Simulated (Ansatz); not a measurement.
**Al$_{2}$GaAs$_{3}$: density, localisation and related maps**

Input

```
crystal:
  lattice:
    - [4.0553454453, 0.0, 0.0]
    - [-2.0276727226, 3.5120321767, 0.0]
    - [0.0, 0.0, 9.9119899221]
  atoms:
    - { symbol: Al, position: [0.0, 0.0, 0.0005446908] }
    - { symbol: Al, position: [0.6666666667, 0.3333333333, 0.3335547561] }
    - { symbol: Ga, position: [0.3333333333, 0.6666666667, 0.6664175365] }
    - { symbol: As, position: [0.0, 0.0, 0.7506960035] }
    - { symbol: As, position: [0.3333333333, 0.6666666667, 0.4156213344] }
    - { symbol: As, position: [0.6666666667, 0.3333333333, 0.0831656787] }
basis:
  ecutwfc: 420
kpoints:
  mp_grid: { grid: [12, 12, 4] }
hamiltonian:
  xc: pbe
scf:
  occupations: { method: gaussian, width: 0.02 }
output:
  forces: true
  stress: true
  eigenvalues: true
  write_density: true
  write_potential: true
  elf: true
  volumetric_format: npy
relax:
  adjacent_minimum: "off"
  f_tol: 0.01
  max_steps: 80
  cell: { stress_tol: 0.05 }
```

Launched as:

```sh
ansatz run input.yaml --threads 1 --pin off --max-ram 2560MiB --backend cpu --events-out ev --progress --plain --runs-dir out
```

Below, planes, directions and counts refer to the conventional cell (a = 4.05 Å, b = 4.05 Å, c = 9.93 Å, α = 90.00°, β = 90.00°, γ = 120.00°).

The fields are those of the relaxed geometry.

Space group P3m1; a structure generated by program, which may or may not match a known phase.

Level of theory: DFT PBE, scalar-relativistic, plane waves, PAW (Ansatz 0.2.0).

In a PAW calculation such maps are meaningful between the atoms, not at the nuclei.

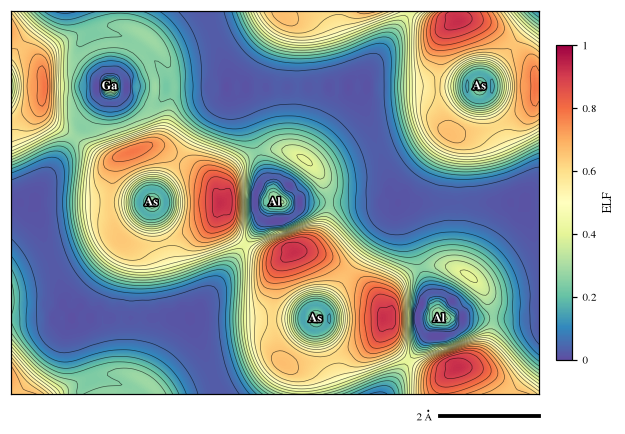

Figure 1. ELF on the (110) plane of the conventional cell.

Q: Interpret the plot.

A: The plane passes through Al, Ga and As nuclei.
Al–As (2.48 Å): the ELF peaks at about 0.95 between the atoms, as expected for a shared electron pair.
Ga–As (2.49 Å): the ELF peaks at about 0.80 between the atoms (a covalent bond).

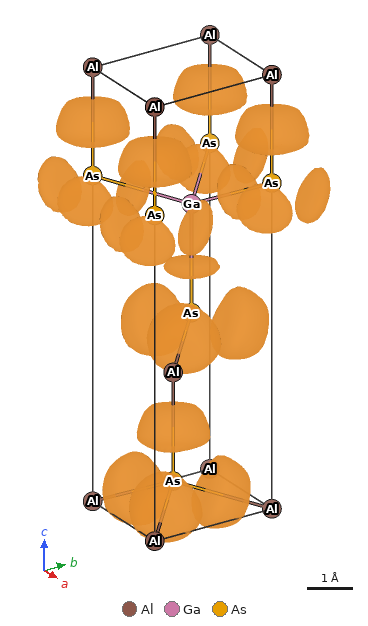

Figure 2. Isosurface of the ELF at 0.7 (orange), seen slightly off an axis. Core shells and regions of very low density are left out. Sticks mark near contacts.

Q: What do the ELF domains correspond to?

A: The surface consists of eight regions between bonded Al–As atoms (shared pairs) and four regions between bonded As–Ga atoms (shared pairs), counted in one cell of 6 atoms. Any copies at cell faces, edges or corners count once.

Q: Does the calculation give a band gap?

A: It is gapped, with a Kohn–Sham gap of 0.95 eV on the k-point mesh, an upper bound to the gap of this method.
